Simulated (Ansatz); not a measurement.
Run report: Mo13HSe26, geometry relaxation (part 2 of 3)

Continued. System: Mo13HSe26 (defect cell, 40 atoms in the cell). Method: DFT PBE, scalar-relativistic, plane waves, PAW (Ansatz 0.2.0); cutoff 420 eV, 2×2×2 k-mesh, Gaussian smearing of 0.01 eV, collinear spins. The structure derives from a Materials Project entry. The run did not end well. It belongs to a series of runs on one base structure; here: H interstitial, charge +0, atoms relaxed at the host's cell. The run did not end well; see the last part.

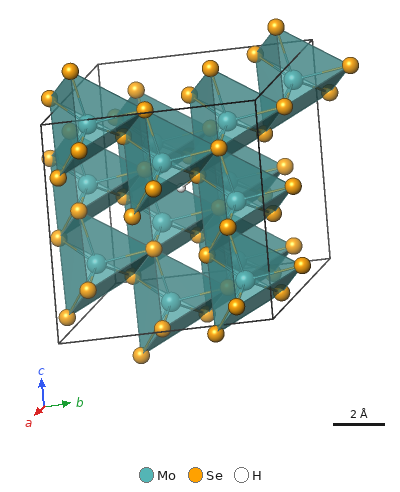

*The geometry at step 8 of the log (polyhedral view of the cell of the calculation, seen slightly off an axis; polyhedra are completed across the faces of the cell).*

### What the program printed, continued
```
relax step   3: F+E_penalty+E_count = -206664.71893613 eV  Δ(F+E_penalty+E_count) = -4.768e-2 eV  max|allowed force component| = 1.888e-1 eV/Å  Δτ_max = 0.1945 Å  (9 SCF iters, dr2 threshold 5.25e-6 eV, accepted)
preconditioner: auto → Resta (q_TF=auto, 2.535 Å⁻¹)  ε∞=6.3  [insulator: Δε(μ)=0.763 eV  Ē_g=8.077 eV  σ=0.010 eV  W_gap=1.00  n_scr=258 (ndim 8)  ℏωp=18.7 eV  f_vac=0.191  D(μ)=0.00/eV (n_scr^D=0)  ε∞_Penn≈6.3]
spin=Collinear: Resta preconditioning applied to the charge; magnetization (m = ρ↑ − ρ↓) channel mixes plain (no charge-response kernel on spin).
SCF 4 converged in 9 iterations: F = -206664.773017 eV  dr2 = 6.05e-7
relax step   4: F+E_penalty+E_count = -206664.77301652 eV  Δ(F+E_penalty+E_count) = -5.408e-2 eV  max|allowed force component| = 3.241e-1 eV/Å  Δτ_max = 0.1951 Å  (9 SCF iters, dr2 threshold 1.51e-5 eV, accepted)
preconditioner: auto → Resta (q_TF=auto, 2.535 Å⁻¹)  ε∞=6.3  [insulator: Δε(μ)=0.610 eV  Ē_g=8.076 eV  σ=0.010 eV  W_gap=1.00  n_scr=258 (ndim 8)  ℏωp=18.7 eV  f_vac=0.191  D(μ)=0.00/eV (n_scr^D=0)  ε∞_Penn≈6.3]
spin=Collinear: Resta preconditioning applied to the charge; magnetization (m = ρ↑ − ρ↓) channel mixes plain (no charge-response kernel on spin).
SCF 5 converged in 7 iterations: F = -206664.788875 eV  dr2 = 8.95e-6
relax step   5: F+E_penalty+E_count = -206664.78887483 eV  Δ(F+E_penalty+E_count) = -1.586e-2 eV  max|allowed force component| = 3.548e-1 eV/Å  Δτ_max = 0.0965 Å  (7 SCF iters, dr2 threshold 4.45e-5 eV, accepted)
preconditioner: auto → Resta (q_TF=auto, 2.535 Å⁻¹)  ε∞=6.3  [insulator: Δε(μ)=0.402 eV  Ē_g=8.087 eV  σ=0.010 eV  W_gap=1.00  n_scr=258 (ndim 8)  ℏωp=18.7 eV  f_vac=0.191  D(μ)=0.00/eV (n_scr^D=0)  ε∞_Penn≈6.3]
spin=Collinear: Resta preconditioning applied to the charge; magnetization (m = ρ↑ − ρ↓) channel mixes plain (no charge-response kernel on spin).
SCF 6 converged in 8 iterations: F = -206664.878728 eV  dr2 = 7.20e-6
relax step   6: F+E_penalty+E_count = -206664.87872766 eV  Δ(F+E_penalty+E_count) = -8.985e-2 eV  max|allowed force component| = 4.364e-1 eV/Å  Δτ_max = 0.1988 Å  (8 SCF iters, dr2 threshold 1.00e-4 eV, accepted)
preconditioner: auto → Resta (q_TF=auto, 2.535 Å⁻¹)  ε∞=6.3  [insulator: Δε(μ)=0.287 eV  Ē_g=8.087 eV  σ=0.010 eV  W_gap=1.00  n_scr=258 (ndim 8)  ℏωp=18.7 eV  f_vac=0.191  D(μ)=0.00/eV (n_scr^D=0)  ε∞_Penn≈6.3]
spin=Collinear: Resta preconditioning applied to the charge; magnetization (m = ρ↑ − ρ↓) channel mixes plain (no charge-response kernel on spin).
SCF 7 converged in 6 iterations: F = -206664.896734 eV  dr2 = 6.63e-6
relax step   7: F+E_penalty+E_count = -206664.89673440 eV  Δ(F+E_penalty+E_count) = -1.801e-2 eV  max|allowed force component| = 4.097e-1 eV/Å  Δτ_max = 0.0518 Å  (6 SCF iters, dr2 threshold 1.00e-4 eV, accepted)
preconditioner: auto → Resta (q_TF=auto, 2.535 Å⁻¹)  ε∞=6.3  [insulator: Δε(μ)=0.162 eV  Ē_g=8.102 eV  σ=0.010 eV  W_gap=1.00  n_scr=258 (ndim 8)  ℏωp=18.7 eV  f_vac=0.192  D(μ)=0.00/eV (n_scr^D=0)  ε∞_Penn≈6.3]
spin=Collinear: Resta preconditioning applied to the charge; magnetization (m = ρ↑ − ρ↓) channel mixes plain (no charge-response kernel on spin).
SCF 8 converged in 8 iterations: F = -206664.923044 eV  dr2 = 3.55e-5
relax step   8: F+E_penalty+E_count = -206664.92304433 eV  Δ(F+E_penalty+E_count) = -2.631e-2 eV  max|allowed force component| = 7.348e-1 eV/Å  Δτ_max = 0.1948 Å  (8 SCF iters, dr2 threshold 1.00e-4 eV, accepted)
preconditioner: auto → Resta (q_TF=auto, 2.535 Å⁻¹)  ε∞=6.3  [insulator: Δε(μ)=0.151 eV  Ē_g=8.098 eV  σ=0.010 eV  W_gap=1.00  n_scr=258 (ndim 8)  ℏωp=18.7 eV  f_vac=0.192  D(μ)=0.00/eV (n_scr^D=0)  ε∞_Penn≈6.3]
spin=Collinear: Resta preconditioning applied to the charge; magnetization (m = ρ↑ − ρ↓) channel mixes plain (no charge-response kernel on spin).
SCF 9 converged in 6 iterations: F = -206664.954712 eV  dr2 = 4.55e-5
relax step   9: F+E_penalty+E_count = -206664.95471215 eV  Δ(F+E_penalty+E_count) = -3.167e-2 eV  max|allowed force component| = 1.412e-1 eV/Å  Δτ_max = 0.2000 Å  (6 SCF iters, dr2 threshold 1.00e-4 eV, accepted)
preconditioner: auto → Resta (q_TF=auto, 2.535 Å⁻¹)  ε∞=6.3  [insulator: Δε(μ)=0.215 eV  Ē_g=8.096 eV  σ=0.010 eV  W_gap=1.00  n_scr=258 (ndim 8)  ℏωp=18.7 eV  f_vac=0.192  D(μ)=0.00/eV (n_scr^D=0)  ε∞_Penn≈6.3]
spin=Collinear: Resta preconditioning applied to the charge; magnetization (m = ρ↑ − ρ↓) channel mixes plain (no charge-response kernel on spin).
SCF 10 converged in 11 iterations: F = -206664.963840 eV  dr2 = 3.04e-7
relax step  10: F+E_penalty+E_count = -206664.96383973 eV  Δ(F+E_penalty+E_count) = -9.128e-3 eV  max|allowed force component| = 2.912e-1 eV/Å  Δτ_max = 0.1955 Å  (11 SCF iters, dr2 threshold 1.25e-6 eV, accepted)
preconditioner: auto → Resta (q_TF=auto, 2.535 Å⁻¹)  ε∞=6.3  [insulator: Δε(μ)=0.260 eV  Ē_g=8.099 eV  σ=0.010 eV  W_gap=1.00  n_scr=258 (ndim 8)  ℏωp=18.7 eV  f_vac=0.192  D(μ)=0.00/eV (n_scr^D=0)  ε∞_Penn≈6.3]
spin=Collinear: Resta preconditioning applied to the charge; magnetization (m = ρ↑ − ρ↓) channel mixes plain (no charge-response kernel on spin).
SCF 11 converged in 10 iterations: F = -206664.965871 eV  dr2 = 4.12e-7
relax step  11: F+E_penalty+E_count = -206664.96587117 eV  Δ(F+E_penalty+E_count) = -2.031e-3 eV  max|allowed force component| = 1.965e-1 eV/Å  Δτ_max = 0.1218 Å  (10 SCF iters, dr2 threshold 5.30e-6 eV, accepted)
preconditioner: auto → Resta (q_TF=auto, 2.535 Å⁻¹)  ε∞=6.3  [insulator: Δε(μ)=0.274 eV  Ē_g=8.096 eV  σ=0.010 eV  W_gap=1.00  n_scr=258 (ndim 8)  ℏωp=18.7 eV  f_vac=0.192  D(μ)=0.00/eV (n_scr^D=0)  ε∞_Penn≈6.3]
spin=Collinear: Resta preconditioning applied to the charge; magnetization (m = ρ↑ − ρ↓) channel mixes plain (no charge-response kernel on spin).
SCF 12 converged in 9 iterations: F = -206664.989154 eV  dr2 = 1.65e-6
relax step  12: F+E_penalty+E_count = -206664.98915447 eV  Δ(F+E_penalty+E_count) = -2.328e-2 eV  max|allowed force component| = 1.889e-1 eV/Å  Δτ_max = 0.2000 Å  (9 SCF iters, dr2 threshold 1.76e-5 eV, accepted)
SCF iter   1: F=—  HF=-206665.031806 eV  |F-HF|=—  |Δ(HF+E_count)|=         —  Δρ=1.40e-3 (↑1.40e-3 ↓1.00e-3)  dr2=2.58e-2  dr2_m=3.03e-3  M=1.000 μB ∫|m|=1.192 μB  β_m=0.65  ethr=4.37e-5  ⟨swp⟩=5.0  Hψ=7603  notcnv=0  defer=428
preconditioner: auto → Resta (q_TF=auto, 2.535 Å⁻¹)  ε∞=6.3  [insulator: Δε(μ)=0.310 eV  Ē_g=8.098 eV  σ=0.010 eV  W_gap=1.00  n_scr=258 (ndim 8)  ℏωp=18.7 eV  f_vac=0.193  D(μ)=0.00/eV (n_scr^D=0)  ε∞_Penn≈6.3]
spin=Collinear: Resta preconditioning applied to the charge; magnetization (m = ρ↑ − ρ↓) channel mixes plain (no charge-response kernel on spin).
SCF iter   2: F=—  HF=-206665.035248 eV  |F-HF|=—  |Δ(HF+E_count)|=         —  Δρ=6.97e-4 (↑6.97e-4 ↓5.31e-4)  dr2=5.74e-3  dr2_m=1.21e-3  M=1.000 μB ∫|m|=1.201 μB  β_m=0.30  ethr=4.31e-6  ⟨swp⟩=2.5  Hψ=4315  notcnv=0  defer=428
SCF iter   3: F=—  HF=-206665.035287 eV  |F-HF|=—  |Δ(HF+E_count)|=   3.88e-5  Δρ=5.30e-4 (↑5.30e-4 ↓4.06e-4)  dr2=3.43e-3  dr2_m=7.16e-4  M=1.000 μB ∫|m|=1.202 μB  β_m=0.65  ethr=9.58e-7  ⟨swp⟩=2.0  Hψ=3252  notcnv=0  defer=428
SCF iter   4: F=—  HF=-206665.035348 eV  |F-HF|=—  |Δ(HF+E_count)|=   6.15e-5  Δρ=4.13e-5 (↑3.91e-5 ↓4.13e-5)  dr2=7.80e-5  dr2_m=2.86e-6  M=1.000 μB ∫|m|=1.209 μB  β_m=0.82  ethr=5.72e-7  ⟨swp⟩=2.9  Hψ=5011  notcnv=0  defer=428
SCF iter   5: F=—  HF=-206665.035380 eV  |F-HF|=—  |Δ(HF+E_count)|=   3.22e-5  Δρ=1.57e-5 (↑1.40e-5 ↓1.57e-5)  dr2=1.37e-5  dr2_m=3.07e-7  M=1.000 μB ∫|m|=1.209 μB  β_m=0.91  ethr=1.30e-8  ⟨swp⟩=2.1  Hψ=5213  notcnv=0  defer=428
SCF iter   6: F=—  HF=-206665.035386 eV  |F-HF|=—  |Δ(HF+E_count)|=   5.25e-6  Δρ=5.42e-6 (↑5.42e-6 ↓5.24e-6)  dr2=2.40e-6  dr2_m=6.80e-9  M=1.000 μB ∫|m|=1.210 μB  β_m=0.82  ethr=2.29e-9  ⟨swp⟩=2.8  Hψ=5178  notcnv=0  defer=428
SCF iter   7: F=—  HF=-206665.035386 eV  |F-HF|=—  |Δ(HF+E_count)|=   7.27e-7  Δρ=3.45e-6 (↑3.42e-6 ↓3.45e-6)  dr2=1.29e-6  dr2_m=4.15e-9  M=1.000 μB ∫|m|=1.210 μB  β_m=0.91  ethr=4.01e-10  ⟨swp⟩=2.0  Hψ=5172  notcnv=0  defer=428
SCF iter   8: F=-206665.035385 eV  HF=-206665.035388 eV  |F-HF|=3.19e-6  |Δ(HF+E_count)|=   1.62e-6  Δρ=5.60e-6 (↑5.60e-6 ↓5.28e-6)  dr2=3.72e-6  dr2_m=9.79e-10  M=1.000 μB ∫|m|=1.210 μB  ethr=2.15e-10  ⟨swp⟩=12.9  Hψ=22276  notcnv=0
SCF 13 converged in 8 iterations: F = -206665.035385 eV  dr2 = 3.72e-6
relax step  13: F+E_penalty+E_count = -206665.03538488 eV  Δ(F+E_penalty+E_count) = -4.623e-2 eV  max|allowed force component| = 2.207e-1 eV/Å  Δτ_max = 0.1931 Å  (8 SCF iters, dr2 threshold 1.63e-5 eV, accepted)
SCF iter   1: F=—  HF=-206665.079030 eV  |F-HF|=—  |Δ(HF+E_count)|=         —  Δρ=1.30e-3 (↑1.30e-3 ↓1.01e-3)  dr2=2.56e-2  dr2_m=2.29e-3  M=1.000 μB ∫|m|=1.220 μB  β_m=0.65  ethr=4.56e-5  ⟨swp⟩=5.0  Hψ=7878  notcnv=0  defer=427
preconditioner: auto → Resta (q_TF=auto, 2.535 Å⁻¹)  ε∞=6.3  [insulator: Δε(μ)=0.360 eV  Ē_g=8.097 eV  σ=0.010 eV  W_gap=1.00  n_scr=258 (ndim 8)  ℏωp=18.7 eV  f_vac=0.193  D(μ)=0.00/eV (n_scr^D=0)  ε∞_Penn≈6.3]
spin=Collinear: Resta preconditioning applied to the charge; magnetization (m = ρ↑ − ρ↓) channel mixes plain (no charge-response kernel on spin).
SCF iter   2: F=—  HF=-206665.080622 eV  |F-HF|=—  |Δ(HF+E_count)|=   1.59e-3  Δρ=6.08e-4 (↑6.08e-4 ↓5.04e-4)  dr2=8.42e-3  dr2_m=4.99e-4  M=1.000 μB ∫|m|=1.222 μB  β_m=0.65  ethr=4.28e-6  ⟨swp⟩=2.5  Hψ=4311  notcnv=0  defer=427
SCF iter   3: F=—  HF=-206665.081580 eV  |F-HF|=—  |Δ(HF+E_count)|=   9.58e-4  Δρ=4.19e-4 (↑4.19e-4 ↓3.68e-4)  dr2=1.33e-2  dr2_m=9.74e-5  M=1.000 μB ∫|m|=1.224 μB  β_m=0.57  ethr=1.41e-6  ⟨swp⟩=2.0  Hψ=5241  notcnv=0  defer=427
SCF iter   4: F=—  HF=-206665.080498 eV  |F-HF|=—  |Δ(HF+E_count)|=   1.08e-3  Δρ=7.27e-5 (↑7.27e-5 ↓6.68e-5)  dr2=2.16e-4  dr2_m=8.72e-6  M=1.000 μB ∫|m|=1.226 μB  β_m=0.68  ethr=1.41e-6  ⟨swp⟩=2.0  Hψ=3728  notcnv=0  defer=427
SCF iter   5: F=—  HF=-206665.080546 eV  |F-HF|=—  |Δ(HF+E_count)|=   4.81e-5  Δρ=5.18e-5 (↑4.63e-5 ↓5.18e-5)  dr2=1.92e-4  dr2_m=2.27e-6  M=1.000 μB ∫|m|=1.226 μB  β_m=0.63  ethr=3.60e-8  ⟨swp⟩=2.0  Hψ=3887  notcnv=0  defer=427
iter 6 did not close the SCF: its close was put off for a magnetic moment that had not settled (scf_convergence_deferred on its scf_iter line)
SCF iter   6: F=-206665.080521 eV  HF=-206665.080547 eV  |F-HF|=2.62e-5  |Δ(HF+E_count)|=   9.98e-7  Δρ=2.35e-5 (↑2.35e-5 ↓2.17e-5)  dr2=4.21e-5  dr2_m=4.94e-7  M=1.000 μB ∫|m|=1.226 μB  β_m=0.61  ethr=7.51e-9  ⟨swp⟩=14.0  Hψ=23077  notcnv=0
```

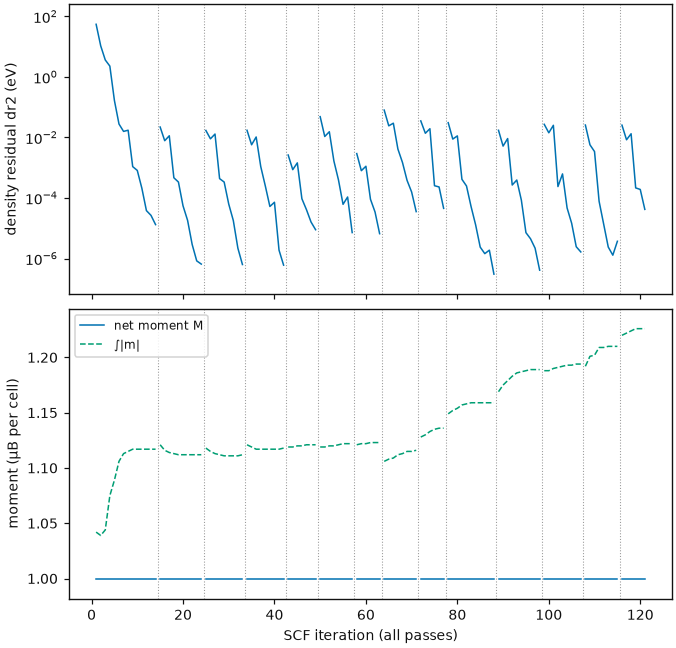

*Convergence of the self-consistent field: density residual dr2 and magnetic moment against the SCF iteration. Dotted lines part the SCF passes that the log prints in full.*

The net moment stays at 1.0 μB per cell.

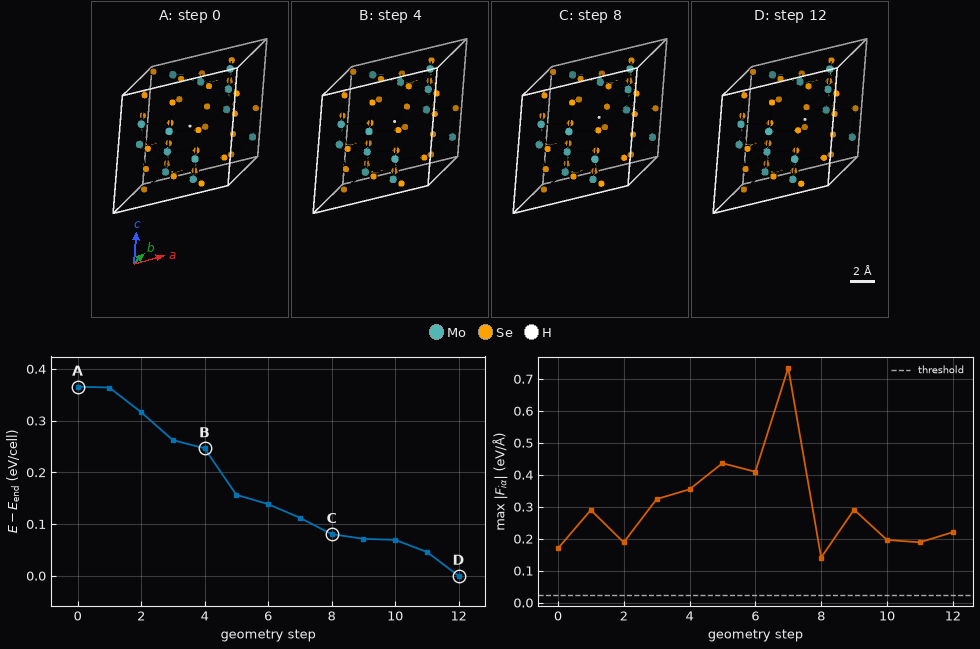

*Frames of the relaxation (ball-and-stick view of the cell of the calculation (origin shifted), seen slightly off an axis) above the curves, on which the letters mark them (the first geometry is step 0 here and step 1 in the log).*

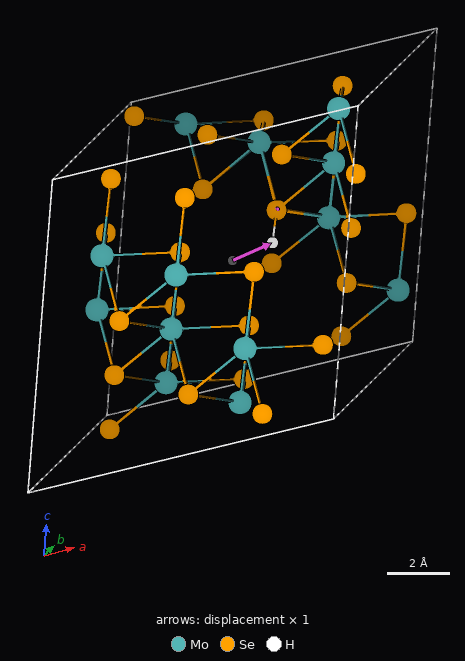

*Start (faint) and end (solid) with the displacements as pink arrows, at true length (ball-and-stick view of the cell of the calculation (origin shifted), seen slightly off an axis).*

The run was cut off at its time limit before the relaxation converged, so the last structure is only a point on the way. The atom that moves furthest is H40 (1.42 Å). By element the largest moves are H 1.42 Å, Se 0.10 Å, Mo 0.06 Å. The cell stays as it was. Among the contacts that change: Se25–H40 2.546 → 1.614 Å, Mo9–Se25 2.542 → 2.654 Å, Mo11–Se25 2.542 → 2.581 Å, Mo5–Se25 2.542 → 2.557 Å. New bonds form: Se25–H40 (2.55 → 1.61 Å). The energy falls by 0.366 eV per cell of the calculation in 12 geometry steps. Largest force component: 0.17 eV/Å at the start, 0.22 eV/Å at the end. (Atoms are counted from 1 in the order of the input.)
